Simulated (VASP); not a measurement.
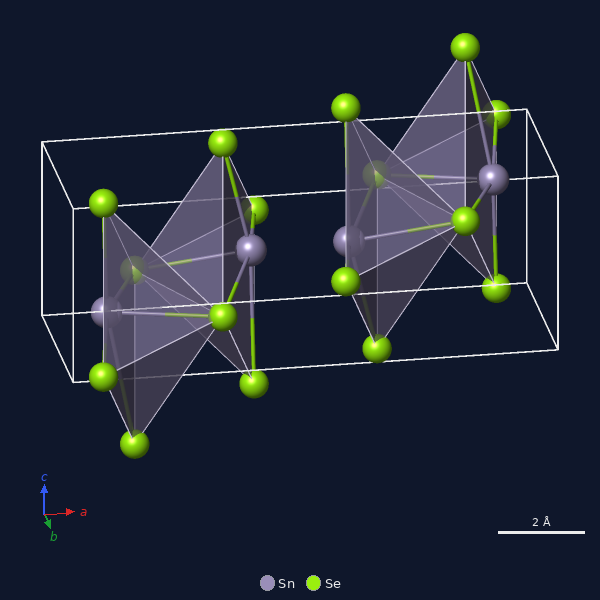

*The structure as given in the input (polyhedral view of the cell of the calculation, seen at an oblique angle; polyhedra are completed across the faces of the cell). An atom can appear more than once, as a periodic image.*

## SnSe: band-structure run (part 1 of 2)

The run: band-structure run of SnSe (8 atoms in the cell). Method and program: Kohn-Sham DFT of a periodic cell, PBE, VASP PAW PBE potentials, recommended, no spin polarisation (VASP 6.6.1).

The structure derives from an entry of the Crystallography Open Database.

**INCAR**
```
SYSTEM = SnSe
PREC = Accurate
ENCUT = 520
EDIFF = 1E-7
ISMEAR = 0
SIGMA = 0.03
LREAL = .False.
LASPH = .True.
NELM = 80
ALGO = Fast
ISIF = 2
LWAVE = .False.
LCHARG = .False.
GGA = PE
NBANDS = 50
KPAR = 2
```

**KPOINTS**
```
regular mesh
0
Gamma
  4 8 8
  0 0 0
```

**KPOINTS_OPT**
```
explicit points
318
Reciprocal
 0.0000000000  0.0000000000  0.0000000000 1
 0.0000000000  0.0263157895  0.0000000000 1
 0.0000000000  0.0526315789  0.0000000000 1
 0.0000000000  0.0789473684  0.0000000000 1
 0.0000000000  0.1052631579  0.0000000000 1
 0.0000000000  0.1315789474  0.0000000000 1
 0.0000000000  0.1578947368  0.0000000000 1
 0.0000000000  0.1842105263  0.0000000000 1
 0.0000000000  0.2105263158  0.0000000000 1
 0.0000000000  0.2368421053  0.0000000000 1
 0.0000000000  0.2631578947  0.0000000000 1
 0.0000000000  0.2894736842  0.0000000000 1
 0.0000000000  0.3157894737  0.0000000000 1
 0.0000000000  0.3421052632  0.0000000000 1
 0.0000000000  0.3684210526  0.0000000000 1
 0.0000000000  0.3947368421  0.0000000000 1
 0.0000000000  0.4210526316  0.0000000000 1
 0.0000000000  0.4473684211  0.0000000000 1
 0.0000000000  0.4736842105  0.0000000000 1
 0.0000000000  0.5000000000  0.0000000000 1
 0.0000000000  0.5000000000  0.0000000000 1
 0.0000000000  0.5000000000  0.0263157895 1
 0.0000000000  0.5000000000  0.0526315789 1
 0.0000000000  0.5000000000  0.0789473684 1
 0.0000000000  0.5000000000  0.1052631579 1
 0.0000000000  0.5000000000  0.1315789474 1
 0.0000000000  0.5000000000  0.1578947368 1
 0.0000000000  0.5000000000  0.1842105263 1
 0.0000000000  0.5000000000  0.2105263158 1
 0.0000000000  0.5000000000  0.2368421053 1
 0.0000000000  0.5000000000  0.2631578947 1
 0.0000000000  0.5000000000  0.2894736842 1
 0.0000000000  0.5000000000  0.3157894737 1
 0.0000000000  0.5000000000  0.3421052632 1
 0.0000000000  0.5000000000  0.3684210526 1
 0.0000000000  0.5000000000  0.3947368421 1
 0.0000000000  0.5000000000  0.4210526316 1
 0.0000000000  0.5000000000  0.4473684211 1
 0.0000000000  0.5000000000  0.4736842105 1
 0.0000000000  0.5000000000  0.5000000000 1
 0.0000000000  0.5000000000  0.5000000000 1
 0.0000000000  0.4736842105  0.5000000000 1
 0.0000000000  0.4473684211  0.5000000000 1
 0.0000000000  0.4210526316  0.5000000000 1
 0.0000000000  0.3947368421  0.5000000000 1
 0.0000000000  0.3684210526  0.5000000000 1
 0.0000000000  0.3421052632  0.5000000000 1
 0.0000000000  0.3157894737  0.5000000000 1
 0.0000000000  0.2894736842  0.5000000000 1
 0.0000000000  0.2631578947  0.5000000000 1
 0.0000000000  0.2368421053  0.5000000000 1
 0.0000000000  0.2105263158  0.5000000000 1
 0.0000000000  0.1842105263  0.5000000000 1
 0.0000000000  0.1578947368  0.5000000000 1
 0.0000000000  0.1315789474  0.5000000000 1
 0.0000000000  0.1052631579  0.5000000000 1
 0.0000000000  0.0789473684  0.5000000000 1
 0.0000000000  0.0526315789  0.5000000000 1
 0.0000000000  0.0263157895  0.5000000000 1
 0.0000000000  0.0000000000  0.5000000000 1
 0.0000000000  0.0000000000  0.5000000000 1
 0.0000000000  0.0000000000  0.4736842105 1
 0.0000000000  0.0000000000  0.4473684211 1
 0.0000000000  0.0000000000  0.4210526316 1
 0.0000000000  0.0000000000  0.3947368421 1
 0.0000000000  0.0000000000  0.3684210526 1
 0.0000000000  0.0000000000  0.3421052632 1
 0.0000000000  0.0000000000  0.3157894737 1
 0.0000000000  0.0000000000  0.2894736842 1
 0.0000000000  0.0000000000  0.2631578947 1
 0.0000000000  0.0000000000  0.2368421053 1
 0.0000000000  0.0000000000  0.2105263158 1
 0.0000000000  0.0000000000  0.1842105263 1
 0.0000000000  0.0000000000  0.1578947368 1
 0.0000000000  0.0000000000  0.1315789474 1
 0.0000000000  0.0000000000  0.1052631579 1
 0.0000000000  0.0000000000  0.0789473684 1
 0.0000000000  0.0000000000  0.0526315789 1
 0.0000000000  0.0000000000  0.0263157895 1
 0.0000000000  0.0000000000  0.0000000000 1
 0.0000000000  0.0000000000  0.0000000000 1
 0.0263157895  0.0000000000  0.0000000000 1
 0.0526315789  0.0000000000  0.0000000000 1
 0.0789473684  0.0000000000  0.0000000000 1
 0.1052631579  0.0000000000  0.0000000000 1
 0.1315789474  0.0000000000  0.0000000000 1
 0.1578947368  0.0000000000  0.0000000000 1
 0.1842105263  0.0000000000  0.0000000000 1
 0.2105263158  0.0000000000  0.0000000000 1
 0.2368421053  0.0000000000  0.0000000000 1
 0.2631578947  0.0000000000  0.0000000000 1
 0.2894736842  0.0000000000  0.0000000000 1
 0.3157894737  0.0000000000  0.0000000000 1
 0.3421052632  0.0000000000  0.0000000000 1
 0.3684210526  0.0000000000  0.0000000000 1
 0.3947368421  0.0000000000  0.0000000000 1
 0.4210526316  0.0000000000  0.0000000000 1
 0.4473684211  0.0000000000  0.0000000000 1
 0.4736842105  0.0000000000  0.0000000000 1
 0.5000000000  0.0000000000  0.0000000000 1
 0.5000000000  0.0000000000  0.0000000000 1
 0.5000000000  0.0263157895  0.0000000000 1
 0.5000000000  0.0526315789  0.0000000000 1
 0.5000000000  0.0789473684  0.0000000000 1
 0.5000000000  0.1052631579  0.0000000000 1
 0.5000000000  0.1315789474  0.0000000000 1
 0.5000000000  0.1578947368  0.0000000000 1
 0.5000000000  0.1842105263  0.0000000000 1
 0.5000000000  0.2105263158  0.0000000000 1
 0.5000000000  0.2368421053  0.0000000000 1
 0.5000000000  0.2631578947  0.0000000000 1
 0.5000000000  0.2894736842  0.0000000000 1
 0.5000000000  0.3157894737  0.0000000000 1
 0.5000000000  0.3421052632  0.0000000000 1
 0.5000000000  0.3684210526  0.0000000000 1
 0.5000000000  0.3947368421  0.0000000000 1
 0.5000000000  0.4210526316  0.0000000000 1
 0.5000000000  0.4473684211  0.0000000000 1
 0.5000000000  0.4736842105  0.0000000000 1
 0.5000000000  0.5000000000  0.0000000000 1
 0.5000000000  0.5000000000  0.0000000000 1
 0.5000000000  0.5000000000  0.0263157895 1
 0.5000000000  0.5000000000  0.0526315789 1
 0.5000000000  0.5000000000  0.0789473684 1
 0.5000000000  0.5000000000  0.1052631579 1
 0.5000000000  0.5000000000  0.1315789474 1
 0.5000000000  0.5000000000  0.1578947368 1
 0.5000000000  0.5000000000  0.1842105263 1
 0.5000000000  0.5000000000  0.2105263158 1
 0.5000000000  0.5000000000  0.2368421053 1
 0.5000000000  0.5000000000  0.2631578947 1
 0.5000000000  0.5000000000  0.2894736842 1
 0.5000000000  0.5000000000  0.3157894737 1
 0.5000000000  0.5000000000  0.3421052632 1
 0.5000000000  0.5000000000  0.3684210526 1
 0.5000000000  0.5000000000  0.3947368421 1
 0.5000000000  0.5000000000  0.4210526316 1
 0.5000000000  0.5000000000  0.4473684211 1
 0.5000000000  0.5000000000  0.4736842105 1
 0.5000000000  0.5000000000  0.5000000000 1
 0.5000000000  0.5000000000  0.5000000000 1
 0.5000000000  0.4736842105  0.5000000000 1
 0.5000000000  0.4473684211  0.5000000000 1
 0.5000000000  0.4210526316  0.5000000000 1
 0.5000000000  0.3947368421  0.5000000000 1
 0.5000000000  0.3684210526  0.5000000000 1
 0.5000000000  0.3421052632  0.5000000000 1
 0.5000000000  0.3157894737  0.5000000000 1
 0.5000000000  0.2894736842  0.5000000000 1
 0.5000000000  0.2631578947  0.5000000000 1
 0.5000000000  0.2368421053  0.5000000000 1
 0.5000000000  0.2105263158  0.5000000000 1
 0.5000000000  0.1842105263  0.5000000000 1
 0.5000000000  0.1578947368  0.5000000000 1
 0.5000000000  0.1315789474  0.5000000000 1
 0.5000000000  0.1052631579  0.5000000000 1
 0.5000000000  0.0789473684  0.5000000000 1
 0.5000000000  0.0526315789  0.5000000000 1
 0.5000000000  0.0263157895  0.5000000000 1
 0.5000000000  0.0000000000  0.5000000000 1
 0.5000000000  0.0000000000  0.5000000000 1
 0.5000000000  0.0000000000  0.4736842105 1
 0.5000000000  0.0000000000  0.4473684211 1
 0.5000000000  0.0000000000  0.4210526316 1
 0.5000000000  0.0000000000  0.3947368421 1
 0.5000000000  0.0000000000  0.3684210526 1
 0.5000000000  0.0000000000  0.3421052632 1
 0.5000000000  0.0000000000  0.3157894737 1
 0.5000000000  0.0000000000  0.2894736842 1
 0.5000000000  0.0000000000  0.2631578947 1
 0.5000000000  0.0000000000  0.2368421053 1
 0.5000000000  0.0000000000  0.2105263158 1
 0.5000000000  0.0000000000  0.1842105263 1
 0.5000000000  0.0000000000  0.1578947368 1
 0.5000000000  0.0000000000  0.1315789474 1
 0.5000000000  0.0000000000  0.1052631579 1
 0.5000000000  0.0000000000  0.0789473684 1
 0.5000000000  0.0000000000  0.0526315789 1
 0.5000000000  0.0000000000  0.0263157895 1
 0.5000000000  0.0000000000  0.0000000000 1
 0.0000000000  0.0000000000  0.5000000000 1
 0.0263157895  0.0000000000  0.5000000000 1
 0.0526315789  0.0000000000  0.5000000000 1
 0.0789473684  0.0000000000  0.5000000000 1
 0.1052631579  0.0000000000  0.5000000000 1
 0.1315789474  0.0000000000  0.5000000000 1
 0.1578947368  0.0000000000  0.5000000000 1
 0.1842105263  0.0000000000  0.5000000000 1
 0.2105263158  0.0000000000  0.5000000000 1
 0.2368421053  0.0000000000  0.5000000000 1
 0.2631578947  0.0000000000  0.5000000000 1
 0.2894736842  0.0000000000  0.5000000000 1
 0.3157894737  0.0000000000  0.5000000000 1
 0.3421052632  0.0000000000  0.5000000000 1
 0.3684210526  0.0000000000  0.5000000000 1
 0.3947368421  0.0000000000  0.5000000000 1
 0.4210526316  0.0000000000  0.5000000000 1
 0.4473684211  0.0000000000  0.5000000000 1
 0.4736842105  0.0000000000  0.5000000000 1
 0.5000000000  0.0000000000  0.5000000000 1
 0.5000000000  0.5000000000  0.0000000000 1
 0.4736842105  0.5000000000  0.0000000000 1
 0.4473684211  0.5000000000  0.0000000000 1
 0.4210526316  0.5000000000  0.0000000000 1
 0.3947368421  0.5000000000  0.0000000000 1
 0.3684210526  0.5000000000  0.0000000000 1
 0.3421052632  0.5000000000  0.0000000000 1
 0.3157894737  0.5000000000  0.0000000000 1
 0.2894736842  0.5000000000  0.0000000000 1
 0.2631578947  0.5000000000  0.0000000000 1
 0.2368421053  0.5000000000  0.0000000000 1
 0.2105263158  0.5000000000  0.0000000000 1
 0.1842105263  0.5000000000  0.0000000000 1
 0.1578947368  0.5000000000  0.0000000000 1
 0.1315789474  0.5000000000  0.0000000000 1
 0.1052631579  0.5000000000  0.0000000000 1
 0.0789473684  0.5000000000  0.0000000000 1
 0.0526315789  0.5000000000  0.0000000000 1
 0.0263157895  0.5000000000  0.0000000000 1
 0.0000000000  0.5000000000  0.0000000000 1
 0.0000000000  0.5000000000  0.5000000000 1
 0.0263157895  0.5000000000  0.5000000000 1
 0.0526315789  0.5000000000  0.5000000000 1
 0.0789473684  0.5000000000  0.5000000000 1
 0.1052631579  0.5000000000  0.5000000000 1
 0.1315789474  0.5000000000  0.5000000000 1
 0.1578947368  0.5000000000  0.5000000000 1
 0.1842105263  0.5000000000  0.5000000000 1
 0.2105263158  0.5000000000  0.5000000000 1
 0.2368421053  0.5000000000  0.5000000000 1
 0.2631578947  0.5000000000  0.5000000000 1
 0.2894736842  0.5000000000  0.5000000000 1
 0.3157894737  0.5000000000  0.5000000000 1
 0.3421052632  0.5000000000  0.5000000000 1
 0.3684210526  0.5000000000  0.5000000000 1
 0.3947368421  0.5000000000  0.5000000000 1
 0.4210526316  0.5000000000  0.5000000000 1
 0.4473684211  0.5000000000  0.5000000000 1
 0.4736842105  0.5000000000  0.5000000000 1
 0.5000000000  0.5000000000  0.5000000000 1
 0.0000000000  0.0000000000  0.0000000000 1
 0.0218105900  0.0000000000  0.0000000000 1
-0.0218105900  0.0000000000  0.0000000000 1
 0.0636142300  0.0000000000  0.0000000000 1
-0.0636142300  0.0000000000  0.0000000000 1
 0.0000000000  0.0080023100  0.0000000000 1
 0.0000000000 -0.0080023100  0.0000000000 1
 0.0000000000  0.0233400700  0.0000000000 1
 0.0000000000 -0.0233400700  0.0000000000 1
 0.0000000000  0.0000000000  0.0085179700 1
 0.0000000000  0.0000000000 -0.0085179700 1
 0.0000000000  0.0000000000  0.0248440900 1
 0.0000000000  0.0000000000 -0.0248440900 1
 0.5000000000  0.5000000000  0.5000000000 1
 0.5218105900  0.5000000000  0.5000000000 1
 0.4781894100  0.5000000000  0.5000000000 1
 0.5636142300  0.5000000000  0.5000000000 1
 0.4363857700  0.5000000000  0.5000000000 1
 0.5000000000  0.5080023100  0.5000000000 1
 0.5000000000  0.4919976900  0.5000000000 1
 0.5000000000  0.5233400700  0.5000000000 1
 0.5000000000  0.4766599300  0.5000000000 1
 0.5000000000  0.5000000000  0.5085179700 1
 0.5000000000  0.5000000000  0.4914820300 1
 0.5000000000  0.5000000000  0.5248440900 1
 0.5000000000  0.5000000000  0.4751559100 1
 0.0000000000  0.5000000000  0.5000000000 1
 0.0218105900  0.5000000000  0.5000000000 1
-0.0218105900  0.5000000000  0.5000000000 1
 0.0636142300  0.5000000000  0.5000000000 1
-0.0636142300  0.5000000000  0.5000000000 1
 0.0000000000  0.5080023100  0.5000000000 1
 0.0000000000  0.4919976900  0.5000000000 1
 0.0000000000  0.5233400700  0.5000000000 1
 0.0000000000  0.4766599300  0.5000000000 1
 0.0000000000  0.5000000000  0.5085179700 1
 0.0000000000  0.5000000000  0.4914820300 1
 0.0000000000  0.5000000000  0.5248440900 1
 0.0000000000  0.5000000000  0.4751559100 1
 0.5000000000  0.0000000000  0.5000000000 1
 0.5218105900  0.0000000000  0.5000000000 1
 0.4781894100  0.0000000000  0.5000000000 1
 0.5636142300  0.0000000000  0.5000000000 1
 0.4363857700  0.0000000000  0.5000000000 1
 0.5000000000  0.0080023100  0.5000000000 1
 0.5000000000 -0.0080023100  0.5000000000 1
 0.5000000000  0.0233400700  0.5000000000 1
 0.5000000000 -0.0233400700  0.5000000000 1
 0.5000000000  0.0000000000  0.5085179700 1
 0.5000000000  0.0000000000  0.4914820300 1
 0.5000000000  0.0000000000  0.5248440900 1
 0.5000000000  0.0000000000  0.4751559100 1
 0.5000000000  0.5000000000  0.0000000000 1
 0.5218105900  0.5000000000  0.0000000000 1
 0.4781894100  0.5000000000  0.0000000000 1
 0.5636142300  0.5000000000  0.0000000000 1
 0.4363857700  0.5000000000  0.0000000000 1
 0.5000000000  0.5080023100  0.0000000000 1
 0.5000000000  0.4919976900  0.0000000000 1
 0.5000000000  0.5233400700  0.0000000000 1
 0.5000000000  0.4766599300  0.0000000000 1
 0.5000000000  0.5000000000  0.0085179700 1
 0.5000000000  0.5000000000 -0.0085179700 1
 0.5000000000  0.5000000000  0.0248440900 1
 0.5000000000  0.5000000000 -0.0248440900 1
 0.0000000000  0.5000000000  0.0000000000 1
 0.0218105900  0.5000000000  0.0000000000 1
-0.0218105900  0.5000000000  0.0000000000 1
 0.0636142300  0.5000000000  0.0000000000 1
-0.0636142300  0.5000000000  0.0000000000 1
 0.0000000000  0.5080023100  0.0000000000 1
 0.0000000000  0.4919976900  0.0000000000 1
 0.0000000000  0.5233400700  0.0000000000 1
 0.0000000000  0.4766599300  0.0000000000 1
 0.0000000000  0.5000000000  0.0085179700 1
 0.0000000000  0.5000000000 -0.0085179700 1
 0.0000000000  0.5000000000  0.0248440900 1
 0.0000000000  0.5000000000 -0.0248440900 1
```

**POSCAR**
```
SnSe                                    
1.0
   11.4864948094      0.0000000000      0.0000000000
    0.0000000000      4.1722136735      0.0000000000
    0.0000000000     -0.0000000000      4.3796772134
  Sn              Se            
     4     4
Direct
     0.1176302908647919    0.2500000000000000    0.0931652734676234
     0.3823697091352080    0.7500000000000000    0.5931652734676235
     0.6176302908647916    0.2500000000000000    0.4068347265323766
     0.8823697091352084    0.7500000000000000    0.9068347265323765
     0.3570262768418762    0.2500000000000000    0.0220175693999826
     0.1429737231581238    0.7500000000000000    0.5220175693999826
     0.8570262768418760    0.2500000000000000    0.4779824306000175
     0.6429737231581240    0.7500000000000000    0.9779824306000174
```

Machine: 2 threads of Intel Xeon (Granite Rapids), 192 GiB of memory available, shared host.

Launched with:
```bash
cat potpaw_PBE.64/Sn_d/POTCAR potpaw_PBE.64/Se/POTCAR > POTCAR
mpirun -np 2 vasp_std > vasp.out
```

**OSZICAR**
```
N       E                     dE             d eps       ncg     rms          rms(c)
DAV:   1     0.873126160204E+03    0.87313E+03   -0.36752E+04  8054   0.207E+03
DAV:   2     0.118259062032E+03   -0.75487E+03   -0.72985E+03  7524   0.595E+02
DAV:   3    -0.232641836289E+02   -0.14152E+03   -0.13455E+03  8908   0.203E+02
DAV:   4    -0.331710574500E+02   -0.99069E+01   -0.97111E+01  8864   0.539E+01
DAV:   5    -0.335063674204E+02   -0.33531E+00   -0.33383E+00  8770   0.105E+01    0.644E+00
RMM:   6    -0.327876015619E+02    0.71877E+00   -0.11827E+00  9214   0.408E+00    0.389E+00
RMM:   7    -0.327950591992E+02   -0.74576E-02   -0.82367E-01  9682   0.264E+00    0.150E+00
RMM:   8    -0.327833880390E+02    0.11671E-01   -0.11910E-01  9446   0.199E+00    0.258E-01
RMM:   9    -0.327819653202E+02    0.14227E-02   -0.36715E-02 10601   0.101E+00    0.166E-01
RMM:  10    -0.327826394095E+02   -0.67409E-03   -0.10164E-02 12995   0.487E-01    0.191E-01
[... 54 further cycles ...]
DAV:   1     0.114595032787E+06   -0.30926E+05     1958
DAV:   2     0.100999888732E+06   -0.13595E+05     1808
DAV:   3     0.985172616894E+05   -0.24826E+04     2128
DAV:   4     0.983295111074E+05   -0.18775E+03     2058
DAV:   5     0.983227074662E+05   -0.68036E+01     2030
DAV:   6     0.983224225021E+05   -0.28496E+00     2370
DAV:   7     0.983224125242E+05   -0.99780E-02     2506
DAV:   8     0.983224123829E+05   -0.14126E-03     2484
DAV:   9     0.983224123796E+05   -0.33152E-05     2410
DAV:  10     0.983224123795E+05   -0.48749E-07     1204
```

**Parts of OUTCAR**
```
SYSTEM = SnSe
   PREC = Accurate
   ENCUT = 520
   EDIFF = 1E-7
   ISMEAR = 0
   LREAL = .False.
   LASPH = .True.
   NELM = 80
   ISIF = 2
   GGA = PE

 ion  position               nearest neighbor table
   1  0.118  0.250  0.093-   5 2.77   6 2.82   6 2.82   6 3.27   6 3.27   4 3.51   4 3.51
   2  0.382  0.750  0.593-   6 2.77   5 2.82   5 2.82   5 3.27   5 3.27   3 3.51   3 3.51
   3  0.618  0.250  0.407-   7 2.77   8 2.82   8 2.82   8 3.27   8 3.27   2 3.51   2 3.51
   4  0.882  0.750  0.907-   8 2.77   7 2.82   7 2.82   7 3.27   7 3.27   1 3.51   1 3.51
   5  0.357  0.250  0.022-   1 2.77   2 2.82   2 2.82   2 3.27   2 3.27
   6  0.143  0.750  0.522-   2 2.77   1 2.82   1 2.82   1 3.27   1 3.27
   7  0.857  0.250  0.478-   3 2.77   4 2.82   4 2.82   4 3.27   4 3.27
   8  0.643  0.750  0.978-   4 2.77   3 2.82   3 2.82   3 3.27   3 3.27

  LATTYP: Found a simple orthorhombic cell.
 ALAT       =     4.1722136735
 B/A-ratio  =     1.0497250515
 C/A-ratio  =     2.7530936113

  Lattice vectors:

 A1 = (   0.0000000000,   4.1722136735,   0.0000000000)
 A2 = (   0.0000000000,   0.0000000000,   4.3796772134)
 A3 = (  11.4864948094,   0.0000000000,   0.0000000000)

Analysis of symmetry for initial positions (statically):
=====================================================================
 Subroutine PRICEL returns:
 Original cell was already a primitive cell.

 Routine SETGRP: Setting up the symmetry group for a
 simple orthorhombic supercell.

 Subroutine GETGRP returns: Found  8 space group operations
 (whereof  2 operations were pure point group operations)
 out of a pool of  8 trial point group operations.

The static configuration has the point symmetry S_2 .
 The point group associated with its full space group is D_2h.

Analysis of symmetry for dynamics (positions and initial velocities):
=====================================================================
 Subroutine PRICEL returns:
 Original cell was already a primitive cell.

 Routine SETGRP: Setting up the symmetry group for a
 simple orthorhombic supercell.

 Subroutine GETGRP returns: Found  8 space group operations
 (whereof  2 operations were pure point group operations)
 out of a pool of  8 trial point group operations.

The dynamic configuration has the point symmetry S_2 .
 The point group associated with its full space group is D_2h.

 Subroutine INISYM returns: Found  8 space group operations
 (whereof  2 operations are pure point group operations),
 and found     1 'primitive' translations

----------------------------------------------------------------------------------------

                                     Primitive cell

  volume of cell :     209.8921

  direct lattice vectors                    reciprocal lattice vectors
    11.486494809  0.000000000  0.000000000     0.087058760  0.000000000  0.000000000
     0.000000000  4.172213673  0.000000000     0.000000000  0.239680917  0.000000000
     0.000000000  0.000000000  4.379677213     0.000000000  0.000000000  0.228327329

  length of vectors
    11.486494809  4.172213673  4.379677213     0.087058760  0.239680917  0.228327329

  position of ions in fractional coordinates (direct lattice)
     0.117630291  0.250000000  0.093165273
     0.382369709  0.750000000  0.593165273
     0.617630291  0.250000000  0.406834727
     0.882369709  0.750000000  0.906834727
     0.357026277  0.250000000  0.022017569
     0.142973723  0.750000000  0.522017569
     0.857026277  0.250000000  0.477982431
     0.642973723  0.750000000  0.977982431
```
